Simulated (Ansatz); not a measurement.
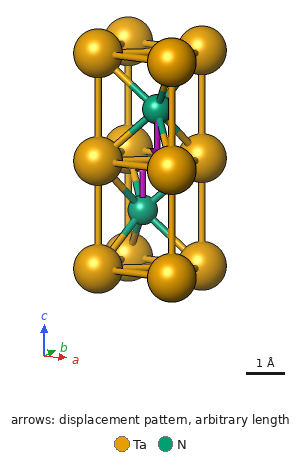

Normal modes of a crystal of TaN relaxed at 11 GPa, space group P6₃/mmc (No. 194), at the zone centre. The optical levels lie at 158 (×2), 277, 456 (×2), 541 (×2), 553, 618 cm⁻¹. One mode is drawn. The purple arrows are the displacements of the atoms (eigenvector over the root of the mass), of arbitrary overall length and sign. A ball-and-stick model of the cell of the calculation, seen slightly off an axis.

These are results of DFT LDA, scalar-relativistic, plane waves, PAW (Ansatz), not measurements. Settings: plane-wave cutoff 420 eV; k-point mesh 18 × 18 × 8; occupations fermi dirac; smearing width 0.15 eV; target pressure 11 GPa; no spin polarisation.

The frequencies depend somewhat on the k-mesh and the smearing.

> To which level does it belong?

The level at 618 cm⁻¹. This is the B₁g mode, the highest optical level, silent by symmetry (neither infrared- nor Raman-active). The Ta atoms stay at rest; all motion is along c; atoms of one kind move against one another, with no net shift of their sublattice.
